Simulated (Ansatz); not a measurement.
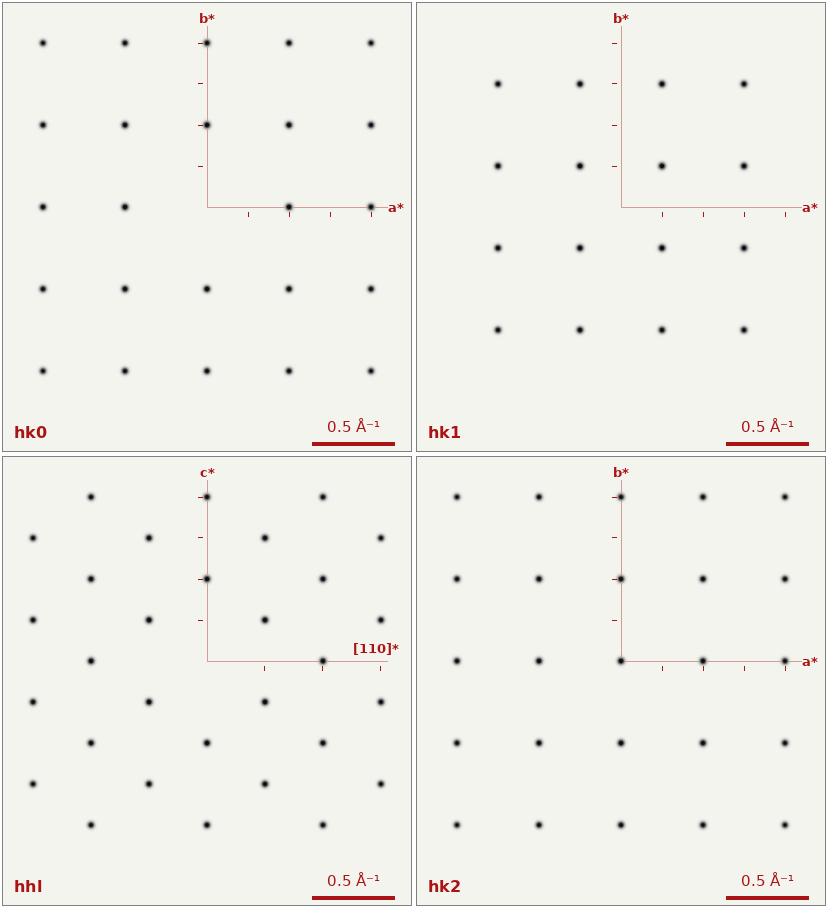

Four undistorted layers of reciprocal space, calculated for a single crystal (neutrons, kinematic |F|², B = 0.5 Å²). Tick marks count the reciprocal lattice steps of the conventional cell along each axis.

### What cell do the layers give?

a* = 0.252, b* = 0.252, c* = 0.252 Å⁻¹; the cell is cubic with a = 3.97 Å.

### List the systematic absences.

Reflections are present only under these conditions. hkl: h + k = 2n, h + l = 2n; hk0: h = 2n, k = 2n; hhl: h + l = 2n; h00: h = 2n. The lattice is face-centred (F).

### Which space groups fit?

The intensities have Laue symmetry m-3m (the hk0 layer shows 4mm, hk1 shows 4mm). With these conditions the candidates are F432 (No. 209), F-43m (No. 216), Fm-3m (No. 225). Diffraction geometry alone does not choose among them; the structure has Fm-3m. The compound is Mo. Structure: the input geometry of an electronic-structure calculation (not necessarily at equilibrium); the starting structure was generated, so it need not be a known form of this composition.
